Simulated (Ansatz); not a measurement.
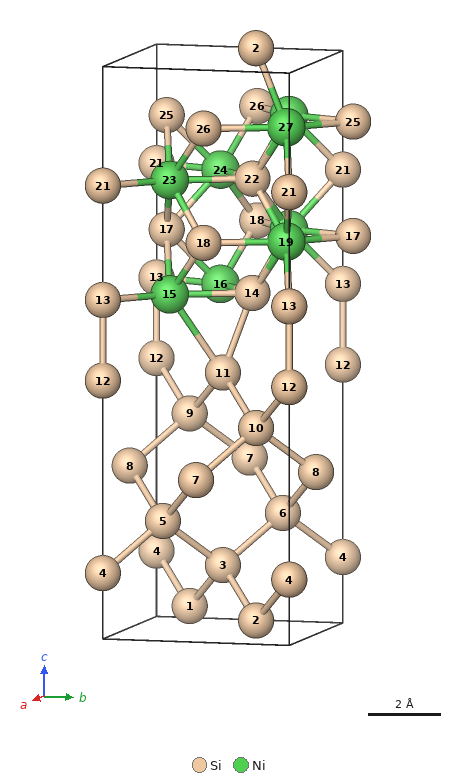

Fig. 1: The starting structure (ball-and-stick view of the cell of the calculation, seen slightly off an axis; bonded neighbours outside the cell are drawn too; atoms are numbered from 1 in the order of the input).

**Geometry relaxation of Ni₂Si₅ (part 1 of 3)**

Ni₂Si₅ (interface cell, 28 atoms in the cell), computed with DFT r2SCAN, scalar-relativistic, plane waves, PAW, no spin polarisation (Ansatz 0.2.0).

The structure derives from a Materials Project entry. It belongs to a series of runs on one base structure; here: film shifted by (0, 0) in the plane. Figures and captions count atoms from 1; the log counts them from 0 in places.

### Input file
```yaml
crystal:
  lattice:
    - [5.44370238, 0.0, 0.0]
    - [0.0, 5.44370238, 0.0]
    - [0.0, 0.0, 16.1823816746]
  atoms:
    - { symbol: Si, position: [0.25, 0.25, 0.0308978005] }
    - { symbol: Si, position: [-0.25, 0.75, 0.0308978005] }
    - { symbol: Si, position: [-0.5, 0.5, 0.1149970154] }
    - { symbol: Si, position: [0.0, 0.0, 0.1149970154] }
    - { symbol: Si, position: [-0.25, 0.25, 0.1990962304] }
    - { symbol: Si, position: [-0.75, 0.75, 0.1990962304] }
    - { symbol: Si, position: [-1.0, 0.5, 0.2831954453] }
    - { symbol: Si, position: [-0.5, 0.0, 0.2831954453] }
    - { symbol: Si, position: [-0.75, 0.25, 0.3672946603] }
    - { symbol: Si, position: [-1.25, 0.75, 0.3672946603] }
    - { symbol: Si, position: [-1.5, 0.5, 0.4513938753] }
    - { symbol: Si, position: [-1.0, 0.0, 0.4513938753] }
    - { symbol: Si, position: [-1.0, 0.0, 0.5922878454] }
    - { symbol: Si, position: [-1.5, -0.3418399655, 0.5922878454] }
    - { symbol: Ni, position: [-1.3261179606, 0.264534369, 0.5922878454] }
    - { symbol: Ni, position: [-0.8261179606, 0.3936256655, 0.5922878454] }
    - { symbol: Si, position: [-1.6405379876, 0.1581600345, 0.692144463] }
    - { symbol: Si, position: [-1.1405379876, 0.5, 0.692144463] }
    - { symbol: Ni, position: [-1.314420027, -0.1063743345, 0.692144463] }
    - { symbol: Ni, position: [-1.814420027, -0.235465631, 0.692144463] }
    - { symbol: Si, position: [-1.0, 0.0, 0.7920010807] }
    - { symbol: Si, position: [-1.5, -0.3418399655, 0.7920010807] }
    - { symbol: Ni, position: [-1.3261179606, 0.264534369, 0.7920010807] }
    - { symbol: Ni, position: [-0.8261179606, 0.3936256655, 0.7920010807] }
    - { symbol: Si, position: [-1.6405379876, 0.1581600345, 0.8918576984] }
    - { symbol: Si, position: [-1.1405379876, 0.5, 0.8918576984] }
    - { symbol: Ni, position: [-1.314420027, -0.1063743345, 0.8918576984] }
    - { symbol: Ni, position: [-1.814420027, -0.235465631, 0.8918576984] }
basis:
  ecutwfc: 500
kpoints:
  mp_grid: { grid: [7, 7, 2] }
hamiltonian:
  xc: r2scan
scf:
  occupations: { method: gaussian, width: 0.1 }
output:
  forces: true
  stress: true
  eigenvalues: true
  populations: true
relax:
  adjacent_minimum: "off"
  f_tol: 0.02
  max_steps: 70
  cell: { fix: [a, b, gamma, alpha, beta], stress_tol: 0.15 }
```

Launched with:
```bash
ansatz run input.yaml --threads 8 --pin off --max-ram 20480MiB --backend cpu --events-out ev --progress --plain --runs-dir out
```

### Log
```
Engine: ansatz 0.2.0, aarch64-unknown-linux-gnu
Pseudopotentials: kind: paw
Pseudopotential: Si, paw, valence charge 4, recommended cutoff 500 eV (meta_gga), Si.paw.azcp
Pseudopotential: Ni, paw, valence charge 18, recommended cutoff 500 eV (meta_gga), Ni.paw.azcp
Functional definition: r2SCAN
  parameter k0 = 0.174
  parameter k1 = 0.065
  parameter a1 = 4.9479
  exchange = r2scan_x(k0 = k0, k1 = k1, a1 = a1)
  correlation = r2scan_c
Crystal: 28 atoms, lattice volume = 479.547 Å³
Basis set: ecut = 500 eV, 12115 PW (Γ), exchange–correlation on 160×160×480 points (64 copies of the dense FFT grid, shifted against one another)
Bands: 140, of which v1, the nominal top of the filled ones, is band 112 counted from 1 (111 counted from 0)
Symmetry: 1 space group operations
Space group: P1 (ITA 1), of the structure as read, at distance tolerance 7.8e-5 Å
k-points: 50 of 98 (time reversal used)
Non-local potential: Si, projectors of the file, l = 0: 2, l = 1: 2, l = 2: 2
Non-local potential: Ni, projectors of the file, l = 0: 3, l = 1: 2, l = 2: 3, l = 3: 1
PAW form: soft (Blöchl's): semilocal exchange-correlation on the pseudo side does not see the compensation charge
PAW frozen core: Si, regenerated for the run's functional (the file was generated under x = pbe(κ = 0.804, μ = 0.2195149727645171), c = pbe(β = 0.06672455060314922))
PAW frozen core: Ni, regenerated for the run's functional (the file was generated under x = pbe(κ = 0.804, μ = 0.2195149727645171), c = pbe(β = 0.06672455060314922))
PAW one-centre angular grid: Si, 302 points (default); XC on 160 Gauss nodes
PAW one-centre angular grid: Ni, 590 points (default); XC on 160 Gauss nodes
Initial density: superposition of atomic densities (neutral atoms: chi_scale 0, normalization atom), corrected by the library's trained network
Initial wavefunctions: pseudopotential atomic-orbital guess
Functional: x = r2scan, c = r2scan; τ floored in thin density (d = 2e-4 eV/Å³)
SCF iter   1: F=—  HF=-59542.730665 eV  |F-HF|=—  |Δ(HF+E_count)|=         —  Δρ=2.23e-2  dr2=2.60e0  dr2_τ=5.09e-1  ethr=1.77e-3  ⟨swp⟩=6.4  Hψ=29212  notcnv=0  defer=177
preconditioner: auto → Kerker (q_TF=auto, 2.403 Å⁻¹)  [metal: Δε(μ)=0.012 eV  Ē_g=6.940 eV  σ=0.100 eV  W_gap=0.07  n_scr=104 (ndim 8)  ℏωp=21.4 eV  f_vac=0.003  D(μ)=8.32/eV (n_scr^D=48)]
SCF iter   2: F=—  HF=-59543.573212 eV  |F-HF|=—  |Δ(HF+E_count)|=   8.43e-1  Δρ=3.36e-2  dr2=3.74e0  dr2_τ=1.72e-2  ethr=1.16e-3  ⟨swp⟩=2.9  Hψ=11756  notcnv=0  defer=981
SCF iter   3: F=—  HF=-59543.206527 eV  |F-HF|=—  |Δ(HF+E_count)|=   3.67e-1  Δρ=7.32e-3  dr2=1.56e-1  dr2_τ=2.05e-3  ethr=1.16e-3  ⟨swp⟩=2.1  Hψ=8911  notcnv=0  defer=981
SCF iter   4: F=—  HF=-59543.212133 eV  |F-HF|=—  |Δ(HF+E_count)|=   5.61e-3  Δρ=1.06e-2  dr2=5.14e-1  dr2_τ=1.40e-3  ethr=6.95e-5  ⟨swp⟩=2.0  Hψ=13702  notcnv=0  defer=974
SCF iter   5: F=—  HF=-59543.178017 eV  |F-HF|=—  |Δ(HF+E_count)|=   3.41e-2  Δρ=2.79e-3  dr2=3.45e-2  dr2_τ=1.17e-4  ethr=6.95e-5  ⟨swp⟩=2.0  Hψ=9342  notcnv=0  defer=974
SCF iter   6: F=—  HF=-59543.180360 eV  |F-HF|=—  |Δ(HF+E_count)|=   2.34e-3  Δρ=3.52e-3  dr2=4.98e-2  dr2_τ=1.51e-4  ethr=1.54e-5  ⟨swp⟩=2.0  Hψ=8570  notcnv=0  defer=974
SCF iter   7: F=—  HF=-59543.177679 eV  |F-HF|=—  |Δ(HF+E_count)|=   2.68e-3  Δρ=1.04e-3  dr2=7.59e-3  dr2_τ=9.07e-5  ethr=1.54e-5  ⟨swp⟩=2.0  Hψ=8577  notcnv=0  defer=974
SCF iter   8: F=—  HF=-59543.177364 eV  |F-HF|=—  |Δ(HF+E_count)|=   3.14e-4  Δρ=7.12e-4  dr2=3.43e-3  dr2_τ=8.06e-6  ethr=3.39e-6  ⟨swp⟩=2.1  Hψ=7659  notcnv=0  defer=974
SCF iter   9: F=—  HF=-59543.177234 eV  |F-HF|=—  |Δ(HF+E_count)|=   1.30e-4  Δρ=2.92e-4  dr2=9.30e-4  dr2_τ=3.25e-6  ethr=1.53e-6  ⟨swp⟩=1.2  Hψ=6047  notcnv=0  defer=974
SCF iter  10: F=—  HF=-59543.177408 eV  |F-HF|=—  |Δ(HF+E_count)|=   1.74e-4  Δρ=4.78e-4  dr2=1.25e-3  dr2_τ=3.17e-6  ethr=4.15e-7  ⟨swp⟩=2.0  Hψ=10066  notcnv=0  defer=974
SCF iter  11: F=—  HF=-59543.177373 eV  |F-HF|=—  |Δ(HF+E_count)|=   3.50e-5  Δρ=3.72e-4  dr2=7.61e-4  dr2_τ=1.79e-6  ethr=4.15e-7  ⟨swp⟩=2.0  Hψ=8592  notcnv=0  defer=974
SCF iter  12: F=—  HF=-59543.177344 eV  |F-HF|=—  |Δ(HF+E_count)|=   2.88e-5  Δρ=9.29e-5  dr2=9.85e-5  dr2_τ=2.67e-7  ethr=3.40e-7  ⟨swp⟩=2.4  Hψ=8888  notcnv=0  defer=974
SCF iter  13: F=—  HF=-59543.177194 eV  |F-HF|=—  |Δ(HF+E_count)|=   1.50e-4  Δρ=1.66e-4  dr2=1.39e-4  dr2_τ=3.77e-7  ethr=4.40e-8  ⟨swp⟩=2.0  Hψ=9563  notcnv=0  defer=974
SCF iter  14: F=—  HF=-59543.177195 eV  |F-HF|=—  |Δ(HF+E_count)|=   2.60e-7  Δρ=1.59e-4  dr2=1.17e-4  dr2_τ=3.09e-7  ethr=4.40e-8  ⟨swp⟩=2.0  Hψ=8851  notcnv=0  defer=974
SCF iter  15: F=—  HF=-59543.177188 eV  |F-HF|=—  |Δ(HF+E_count)|=   6.66e-6  Δρ=5.65e-5  dr2=1.86e-5  dr2_τ=5.11e-8  ethr=4.40e-8  ⟨swp⟩=2.0  Hψ=6649  notcnv=0  defer=974
SCF iter  16: F=—  HF=-59543.177187 eV  |F-HF|=—  |Δ(HF+E_count)|=   1.11e-6  Δρ=2.41e-5  dr2=4.10e-6  dr2_τ=1.45e-8  ethr=8.29e-9  ⟨swp⟩=2.0  Hψ=6787  notcnv=0  defer=974
SCF iter  17: F=—  HF=-59543.177186 eV  |F-HF|=—  |Δ(HF+E_count)|=   2.48e-7  Δρ=2.11e-5  dr2=2.24e-6  dr2_τ=1.26e-8  ethr=1.83e-9  ⟨swp⟩=2.2  Hψ=9918  notcnv=0  defer=974
SCF iter  18: F=—  HF=-59543.177187 eV  |F-HF|=—  |Δ(HF+E_count)|=   1.63e-7  Δρ=1.80e-5  dr2=2.26e-6  dr2_τ=4.91e-9  ethr=1.00e-9  ⟨swp⟩=2.0  Hψ=8167  notcnv=0  defer=974
SCF iter  19: F=—  HF=-59543.177187 eV  |F-HF|=—  |Δ(HF+E_count)|=   1.63e-7  Δρ=7.84e-6  dr2=6.07e-7  dr2_τ=1.54e-9  ethr=1.00e-9  ⟨swp⟩=1.3  Hψ=6723  notcnv=0  defer=974
SCF iter  20: F=—  HF=-59543.177187 eV  |F-HF|=—  |Δ(HF+E_count)|=   5.53e-9  Δρ=5.83e-6  dr2=3.06e-7  dr2_τ=1.18e-9  ethr=2.71e-10  ⟨swp⟩=1.1  Hψ=6033  notcnv=0  defer=974
SCF iter  21: F=—  HF=-59543.177187 eV  |F-HF|=—  |Δ(HF+E_count)|=   1.47e-7  Δρ=2.18e-5  dr2=1.84e-6  dr2_τ=5.68e-9  ethr=1.37e-10  ⟨swp⟩=2.0  Hψ=11309  notcnv=0  defer=974  recentre
SCF iter  22: F=-59543.177187 eV  HF=-59543.177187 eV  |F-HF|=5.64e-8  |Δ(HF+E_count)|=   1.18e-7  Δρ=4.14e-6  dr2=8.51e-8  dr2_τ=2.44e-10  ethr=4.46e-11  ⟨swp⟩=11.7  Hψ=41629  notcnv=0
SCF 1 converged in 22 iterations: F = -59543.177187 eV  dr2 = 8.51e-8
  greatest PAW one-centre occupation: 1.002 electrons in one spin orbital (limit 2), on the Ni atom at site 27 (counted from 0), in its partial waves of l = 1
relax step   1: F+E_penalty+E_count = -59543.17718679 eV  Δ(F+E_penalty+E_count) = +0.000e0 eV  max|allowed force component| = 1.182e0 eV/Å  Δτ_max = 0.0000 Å  P = -4.713 GPa  Ω = 479.547 Å³  fix = [a, b, alpha, beta, gamma]  reactions: a -6.574, b -2.684 GPa; alpha +0.064, beta -0.259, gamma -0.500 GPa/rad  (22 SCF iters, dr2 threshold 1.00e-7 eV, accepted)
Crystal: 28 atoms, lattice volume = 469.223 Å³
Basis set: ecut = 500 eV, 11833 PW (Γ), exchange–correlation on 160×160×480 points (64 copies of the dense FFT grid, shifted against one another)
Initial density: handed on by an earlier stage of this run
Initial wavefunctions: those handed on with the density
iter 1 solved again at ethr=2.20e-4 eV; its pass at ethr=3.10e-3 eV (dr2=4.94e-1 eV) is discarded
SCF iter   1: F=—  HF=-59543.619413 eV  |F-HF|=—  |Δ(HF+E_count)|=         —  Δρ=8.01e-3  dr2=5.00e-1  dr2_τ=6.03e-1  ethr=2.20e-4  ⟨swp⟩=4.0  Hψ=37823  notcnv=0
preconditioner: auto → Kerker (q_TF=auto, 2.412 Å⁻¹)  [metal: Δε(μ)=0.002 eV  Ē_g=6.988 eV  σ=0.100 eV  W_gap=0.01  n_scr=104 (ndim 8)  ℏωp=21.7 eV  f_vac=0.003  D(μ)=7.70/eV (n_scr^D=48)]
SCF iter   2: F=—  HF=-59544.170022 eV  |F-HF|=—  |Δ(HF+E_count)|=   5.51e-1  Δρ=1.01e-2  dr2=4.23e-1  dr2_τ=2.02e-3  ethr=2.20e-4  ⟨swp⟩=2.4  Hψ=14021  notcnv=0
SCF iter   3: F=—  HF=-59544.190219 eV  |F-HF|=—  |Δ(HF+E_count)|=   2.02e-2  Δρ=1.23e-2  dr2=7.06e-1  dr2_τ=1.71e-3  ethr=1.89e-4  ⟨swp⟩=2.6  Hψ=12936  notcnv=0  defer=41
SCF iter   4: F=—  HF=-59544.146501 eV  |F-HF|=—  |Δ(HF+E_count)|=   4.37e-2  Δρ=2.22e-3  dr2=7.36e-2  dr2_τ=3.01e-4  ethr=1.89e-4  ⟨swp⟩=2.0  Hψ=8973  notcnv=0  defer=234
SCF iter   5: F=—  HF=-59544.144675 eV  |F-HF|=—  |Δ(HF+E_count)|=   1.83e-3  Δρ=2.09e-3  dr2=4.00e-2  dr2_τ=8.73e-5  ethr=3.29e-5  ⟨swp⟩=1.7  Hψ=9635  notcnv=0  defer=234
SCF iter   6: F=—  HF=-59544.143581 eV  |F-HF|=—  |Δ(HF+E_count)|=   1.09e-3  Δρ=9.48e-4  dr2=1.93e-2  dr2_τ=4.23e-5  ethr=1.78e-5  ⟨swp⟩=1.0  Hψ=6494  notcnv=0  defer=234
SCF iter   7: F=—  HF=-59544.143660 eV  |F-HF|=—  |Δ(HF+E_count)|=   7.83e-5  Δρ=1.61e-3  dr2=1.63e-2  dr2_τ=4.19e-5  ethr=8.62e-6  ⟨swp⟩=2.0  Hψ=8874  notcnv=0  defer=234
SCF iter   8: F=—  HF=-59544.142908 eV  |F-HF|=—  |Δ(HF+E_count)|=   7.51e-4  Δρ=9.49e-4  dr2=4.10e-3  dr2_τ=3.30e-5  ethr=7.26e-6  ⟨swp⟩=2.0  Hψ=8677  notcnv=0  defer=234
SCF iter   9: F=—  HF=-59544.142784 eV  |F-HF|=—  |Δ(HF+E_count)|=   1.24e-4  Δρ=5.94e-4  dr2=2.27e-3  dr2_τ=6.67e-6  ethr=1.83e-6  ⟨swp⟩=2.0  Hψ=9335  notcnv=0  defer=234
SCF iter  10: F=—  HF=-59544.142671 eV  |F-HF|=—  |Δ(HF+E_count)|=   1.13e-4  Δρ=6.54e-4  dr2=2.41e-3  dr2_τ=5.04e-6  ethr=1.01e-6  ⟨swp⟩=2.0  Hψ=9858  notcnv=0  defer=242
SCF iter  11: F=—  HF=-59544.142500 eV  |F-HF|=—  |Δ(HF+E_count)|=   1.70e-4  Δρ=1.53e-4  dr2=1.39e-4  dr2_τ=4.18e-7  ethr=1.01e-6  ⟨swp⟩=2.0  Hψ=7234  notcnv=0  defer=242
SCF iter  12: F=—  HF=-59544.142514 eV  |F-HF|=—  |Δ(HF+E_count)|=   1.32e-5  Δρ=1.32e-4  dr2=9.99e-5  dr2_τ=2.70e-7  ethr=6.20e-8  ⟨swp⟩=2.0  Hψ=9322  notcnv=0  defer=242
SCF iter  13: F=—  HF=-59544.142544 eV  |F-HF|=—  |Δ(HF+E_count)|=   2.98e-5  Δρ=3.26e-4  dr2=4.40e-4  dr2_τ=1.12e-6  ethr=4.46e-8  ⟨swp⟩=2.0  Hψ=11525  notcnv=0  defer=244  recentre
SCF iter  14: F=—  HF=-59544.142518 eV  |F-HF|=—  |Δ(HF+E_count)|=   2.55e-5  Δρ=1.27e-4  dr2=7.17e-5  dr2_τ=1.79e-7  ethr=4.46e-8  ⟨swp⟩=2.0  Hψ=11524  notcnv=0  defer=244
SCF iter  15: F=—  HF=-59544.142514 eV  |F-HF|=—  |Δ(HF+E_count)|=   4.45e-6  Δρ=3.76e-5  dr2=7.06e-6  dr2_τ=2.70e-8  ethr=3.20e-8  ⟨swp⟩=2.0  Hψ=7339  notcnv=0  defer=244
SCF iter  16: F=—  HF=-59544.142515 eV  |F-HF|=—  |Δ(HF+E_count)|=   9.75e-7  Δρ=5.05e-5  dr2=1.04e-5  dr2_τ=3.20e-8  ethr=3.15e-9  ⟨swp⟩=2.0  Hψ=9050  notcnv=0  defer=244
SCF iter  17: F=—  HF=-59544.142514 eV  |F-HF|=—  |Δ(HF+E_count)|=   4.22e-8  Δρ=2.91e-5  dr2=4.19e-6  dr2_τ=1.04e-8  ethr=3.15e-9  ⟨swp⟩=2.0  Hψ=8427  notcnv=0  defer=244
SCF iter  18: F=-59544.142513 eV  HF=-59544.142514 eV  |F-HF|=1.09e-6  |Δ(HF+E_count)|=   5.96e-8  Δρ=1.46e-5  dr2=1.55e-6  dr2_τ=4.69e-9  ethr=1.25e-9  ⟨swp⟩=12.1  Hψ=39032  notcnv=0
SCF 2 converged in 18 iterations: F = -59544.142513 eV  dr2 = 1.55e-6
[... from here on the iterations of each SCF are left out, up to the last one ...]
relax step   2: F+E_penalty+E_count = -59544.14251333 eV  Δ(F+E_penalty+E_count) = -9.653e-1 eV  max|allowed force component| = 6.737e-1 eV/Å  Δτ_max = 0.1910 Å  P = -3.057 GPa  Ω = 469.223 Å³  energy of the carried Pulay correction = +3.004e-3 eV  fix = [a, b, alpha, beta, gamma]  reactions: a -5.718, b -1.354 GPa; alpha -0.176, beta -0.079, gamma -0.748 GPa/rad  (18 SCF iters, dr2 threshold 2.80e-6 eV, accepted)
[... from here on the SCF iterations and repeated set-up lines of each step are left out, up to the last step ...]
SCF 3 converged in 17 iterations: F = -59544.743495 eV  dr2 = 2.54e-6
relax step   3: F+E_penalty+E_count = -59544.74349530 eV  Δ(F+E_penalty+E_count) = -6.010e-1 eV  max|allowed force component| = 8.431e-1 eV/Å  Δτ_max = 0.1967 Å  P = -1.440 GPa  Ω = 461.289 Å³  energy of the carried Pulay correction = +5.356e-3 eV  fix = [a, b, alpha, beta, gamma]  reactions: a -4.817, b -0.052 GPa; alpha -0.113, beta -0.050, gamma -0.667 GPa/rad  (17 SCF iters, dr2 threshold 2.80e-6 eV, accepted)
SCF 4 converged in 9 iterations: F = -59545.103362 eV  dr2 = 8.47e-7
relax step   4: F+E_penalty+E_count = -59545.10336163 eV  Δ(F+E_penalty+E_count) = -3.599e-1 eV  max|allowed force component| = 7.561e-1 eV/Å  Δτ_max = 0.2000 Å  P = -1.294 GPa  Ω = 458.431 Å³  energy of the carried Pulay correction = +6.214e-3 eV  fix = [a, b, alpha, beta, gamma]  reactions: a -4.582, b +0.165 GPa; alpha -0.113, beta +0.211, gamma -0.735 GPa/rad  (9 SCF iters, dr2 threshold 2.80e-6 eV, accepted)
SCF 5 converged in 9 iterations: F = -59545.343405 eV  dr2 = 9.68e-7
relax step   5: F+E_penalty+E_count = -59545.34340477 eV  Δ(F+E_penalty+E_count) = -2.400e-1 eV  max|allowed force component| = 1.820e-1 eV/Å  Δτ_max = 0.1947 Å  P = -1.345 GPa  Ω = 457.235 Å³  energy of the carried Pulay correction = +6.574e-3 eV  fix = [a, b, alpha, beta, gamma]  reactions: a -4.509, b +0.163 GPa; alpha -0.077, beta +0.359, gamma -0.795 GPa/rad  (9 SCF iters, dr2 threshold 2.80e-6 eV, accepted)
SCF 6 converged in 10 iterations: F = -59545.496175 eV  dr2 = 2.38e-7
relax step   6: F+E_penalty+E_count = -59545.49617547 eV  Δ(F+E_penalty+E_count) = -1.528e-1 eV  max|allowed force component| = 2.097e-1 eV/Å  Δτ_max = 0.2000 Å  P = -1.365 GPa  Ω = 456.449 Å³  energy of the carried Pulay correction = +6.811e-3 eV  fix = [a, b, alpha, beta, gamma]  reactions: a -4.577, b +0.719 GPa; alpha -0.379, beta +0.405, gamma -0.823 GPa/rad  (10 SCF iters, dr2 threshold 2.07e-6 eV, accepted)
SCF 7 converged in 8 iterations: F = -59545.521850 eV  dr2 = 2.20e-6
relax step   7: F+E_penalty+E_count = -59545.52184961 eV  Δ(F+E_penalty+E_count) = -2.567e-2 eV  max|allowed force component| = 1.391e-1 eV/Å  Δτ_max = 0.0666 Å  P = -1.215 GPa  Ω = 455.544 Å³  energy of the carried Pulay correction = +7.085e-3 eV  fix = [a, b, alpha, beta, gamma]  reactions: a -4.453, b +0.901 GPa; alpha -0.426, beta +0.785, gamma -0.893 GPa/rad  (8 SCF iters, dr2 threshold 2.75e-6 eV, accepted)
SCF 8 converged in 10 iterations: F = -59545.529605 eV  dr2 = 3.99e-7
relax step   8: F+E_penalty+E_count = -59545.52960491 eV  Δ(F+E_penalty+E_count) = -7.755e-3 eV  max|allowed force component| = 2.306e-1 eV/Å  Δτ_max = 0.2000 Å  P = -1.290 GPa  Ω = 454.753 Å³  energy of the carried Pulay correction = +7.325e-3 eV  fix = [a, b, alpha, beta, gamma]  reactions: a -4.701, b +0.934 GPa; alpha -0.078, beta +1.054, gamma -0.779 GPa/rad  (10 SCF iters, dr2 threshold 1.21e-6 eV, accepted)
SCF 9 converged in 8 iterations: F = -59545.545197 eV  dr2 = 1.44e-6
relax step   9: F+E_penalty+E_count = -59545.54519734 eV  Δ(F+E_penalty+E_count) = -1.559e-2 eV  max|allowed force component| = 8.917e-2 eV/Å  Δτ_max = 0.0723 Å  P = -1.193 GPa  Ω = 454.669 Å³  energy of the carried Pulay correction = +7.350e-3 eV  fix = [a, b, alpha, beta, gamma]  reactions: a -4.590, b +0.879 GPa; alpha -0.165, beta +0.994, gamma -0.695 GPa/rad  (8 SCF iters, dr2 threshold 2.80e-6 eV, accepted)
SCF 10 converged in 8 iterations: F = -59545.546875 eV  dr2 = 2.65e-7
```
